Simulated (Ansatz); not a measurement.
Input

```
crystal:
  lattice:
    - [-5.1449114197, 5.1449114197, 5.1449114197]
    - [5.1449114197, -5.1449114197, 5.1449114197]
    - [5.1449114197, 5.1449114197, -5.1449114197]
  atoms:
    - { symbol: In, position: [0.25, 0.2162367782, 0.9662367782] }
    - { symbol: In, position: [0.75, 0.2837632218, 0.5337632218] }
    - { symbol: In, position: [0.9662367782, 0.25, 0.2162367782] }
    - { symbol: In, position: [0.5337632218, 0.75, 0.2837632218] }
    - { symbol: In, position: [0.2162367782, 0.9662367782, 0.25] }
    - { symbol: In, position: [0.2837632218, 0.5337632218, 0.75] }
    - { symbol: In, position: [0.75, 0.7837632218, 0.0337632218] }
    - { symbol: In, position: [0.25, 0.7162367782, 0.4662367782] }
    - { symbol: In, position: [0.0337632218, 0.75, 0.7837632218] }
    - { symbol: In, position: [0.4662367782, 0.25, 0.7162367782] }
    - { symbol: In, position: [0.7837632218, 0.0337632218, 0.75] }
    - { symbol: In, position: [0.7162367782, 0.4662367782, 0.25] }
    - { symbol: In, position: [0.5, 0.5, 0.5] }
    - { symbol: In, position: [0.5, 0.0, 0.0] }
    - { symbol: In, position: [0.0, 0.5, 0.0] }
    - { symbol: In, position: [0.0, 0.0, 0.5] }
    - { symbol: O, position: [0.5368475834, 0.7721131266, 0.5441941989] }
    - { symbol: O, position: [0.7279189277, 0.9926533845, 0.9558058011] }
    - { symbol: O, position: [0.9631524166, 0.5073466155, 0.2352655432] }
    - { symbol: O, position: [0.7720810723, 0.7278868734, 0.2647344568] }
    - { symbol: O, position: [0.5441941989, 0.5368475834, 0.7721131266] }
    - { symbol: O, position: [0.9558058011, 0.7279189277, 0.9926533845] }
    - { symbol: O, position: [0.2352655432, 0.9631524166, 0.5073466155] }
    - { symbol: O, position: [0.2647344568, 0.7720810723, 0.7278868734] }
    - { symbol: O, position: [0.7721131266, 0.5441941989, 0.5368475834] }
    - { symbol: O, position: [0.9926533845, 0.9558058011, 0.7279189277] }
    - { symbol: O, position: [0.5073466155, 0.2352655432, 0.9631524166] }
    - { symbol: O, position: [0.7278868734, 0.2647344568, 0.7720810723] }
    - { symbol: O, position: [0.4631524166, 0.2278868734, 0.4558058011] }
    - { symbol: O, position: [0.2720810723, 0.0073466155, 0.0441941989] }
    - { symbol: O, position: [0.0368475834, 0.4926533845, 0.7647344568] }
    - { symbol: O, position: [0.2279189277, 0.2721131266, 0.7352655432] }
    - { symbol: O, position: [0.4558058011, 0.4631524166, 0.2278868734] }
    - { symbol: O, position: [0.0441941989, 0.2720810723, 0.0073466155] }
    - { symbol: O, position: [0.7647344568, 0.0368475834, 0.4926533845] }
    - { symbol: O, position: [0.7352655432, 0.2279189277, 0.2721131266] }
    - { symbol: O, position: [0.2278868734, 0.4558058011, 0.4631524166] }
    - { symbol: O, position: [0.0073466155, 0.0441941989, 0.2720810723] }
    - { symbol: O, position: [0.4926533845, 0.7647344568, 0.0368475834] }
    - { symbol: O, position: [0.2721131266, 0.7352655432, 0.2279189277] }
basis:
  ecutwfc: 420
kpoints:
  mp_grid: { grid: [4, 4, 4] }
  band_path:
    path:
      - [[0.0, 0.0, 0.0], [0.5, -0.5, 0.5], [0.0, 0.0, 0.5], [0.0, 0.0, 0.0], [0.25, 0.25, 0.25], [0.5, -0.5, 0.5]]
      - [[0.25, 0.25, 0.25], [0.0, 0.0, 0.5]]
    npoints: 10
hamiltonian:
  xc: pbe
scf:
  occupations: { method: gaussian, width: 0.02 }
  n_extra_bands: 100
output:
  forces: true
  stress: true
  eigenvalues: true
  populations: true
  dos: { projected: true, de: 0.02, nscf_kmesh: { grid: [6, 6, 6] } }
  bader: false
  write_density: true
  write_potential: true
  elf: true
  volumetric_format: npy
```

Launched as:

```sh
ansatz run input.yaml --threads 8 --pin off --max-ram 22528MiB --backend cpu --events-out ev --progress --plain --runs-dir out
```

Space group Ia-3.

All numbers below come from DFT PBE, scalar-relativistic, plane waves, PAW in Ansatz 0.2.0.

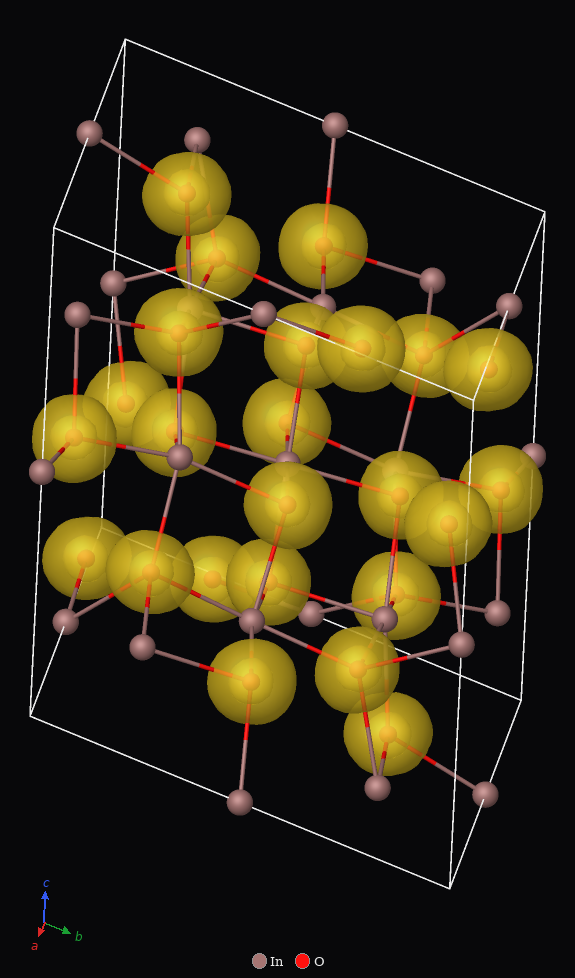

In₂O₃. Isosurface of the electron localisation function at 0.75 (yellow), seen at an oblique angle. Core shells and regions of very low density are left out. Sticks mark near contacts.

Core electrons are frozen (PAW), and the valence fields are smoothed inside the atomic spheres.

> What do the ELF domains correspond to?

At this value the surface marks out 24 regions wrapped around O (the valence shell of each), counted in one cell of 40 atoms. Regions shared between cells count once. Along the contacts the grid gives the following. In–O (2.16 Å): the ELF peaks at about 0.85 in the valence shell of O, 0.6 Å from its nucleus, and is about 0.15 at the midpoint: no localised pair shows between them. In–O (2.21 Å): the ELF peaks at about 0.85 in the valence shell of O, 0.6 Å from its nucleus, and is about 0.15 at the midpoint: no localised pair shows between them.

> Metal or insulator at this level of theory?

It is gapped, with a Kohn–Sham gap of 0.94 eV on the k-point mesh, an upper bound to the gap of this method.
